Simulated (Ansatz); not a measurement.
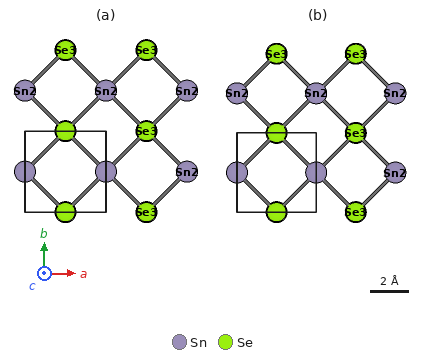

The structure of crystalline SnSe (set up in P4/nmm) before (left) and after (right) a relaxation, at one scale.

The picture is a ball-and-stick view of the cell of the calculation, repeated 2 × 2 × 1 with one cell outlined, seen along the c axis.

Computed with DFT LDA, scalar-relativistic, plane waves, PAW (Ansatz 0.2.0).

Input file:
```yaml
crystal:
  lattice:
    - [4.2853274191, 0.0, 0.0]
    - [0.0, 4.2853274191, 0.0]
    - [0.0, 0.0, 10.99069213]
  atoms:
    - { symbol: Sn, position: [0.5, 0.0, 0.37222911] }
    - { symbol: Sn, position: [0.0, 0.5, 0.62777089] }
    - { symbol: Se, position: [0.5, 0.0, 0.61603949] }
    - { symbol: Se, position: [0.0, 0.5, 0.38396051] }
basis:
  ecutwfc: 420
kpoints:
  mp_grid: { grid: [6, 6, 4] }
hamiltonian:
  xc: lda
scf:
  occupations: { method: gaussian, width: 0.02 }
output:
  forces: true
  stress: true
  eigenvalues: true
  write_density: true
  write_potential: true
  elf: true
  volumetric_format: npy
relax:
  adjacent_minimum: "off"
  f_tol: 0.005
  max_steps: 80
  cell: { stress_tol: 0.05 }
```

Run as
```bash
ansatz run input.yaml --threads 2 --pin off --max-ram 5120MiB --backend cpu --events-out ev --progress --plain --runs-dir out
```

### Summarise the run.

The energy falls by 65.8 meV per cell of the calculation in 4 accepted moves (5 points after the start). The largest force component goes from 0.24 to 0.0015 eV/Å. The pressure goes from −1.41 to 0.00 GPa. At 1 point the geometry stayed and the basis and grid were re-selected for the new cell (energy shift of 0.9 meV per cell of the calculation at most each time). The largest moves relative to the cell, 0.065 Å, are those of Sn1 and Sn2. Sn2 goes along −c. Largest moves by element: Sn 0.065 Å, Se 0.063 Å. Cell: a = b 4.285 → 4.190 Å (−2.2 %), c 10.991 → 10.980 Å (−0.1 %). Volume −4.5 %. Some distances before and after: Sn1–Se4 3.033 → 2.963 Å, Sn1–Se3 2.680 → 2.675 Å. Among the angles between lasting bonds that change: Sn2–Se3–Sn2 175.1° → 180.0°, Se4–Sn1–Se4 175.1° → 180.0°, Sn1–Se3–Sn2 92.4° → 90.0°. The space group stays P4/nmm (No. 129).

Limits of the set-up: layers or molecules are held without a dispersion correction, so their spacing is unreliable.
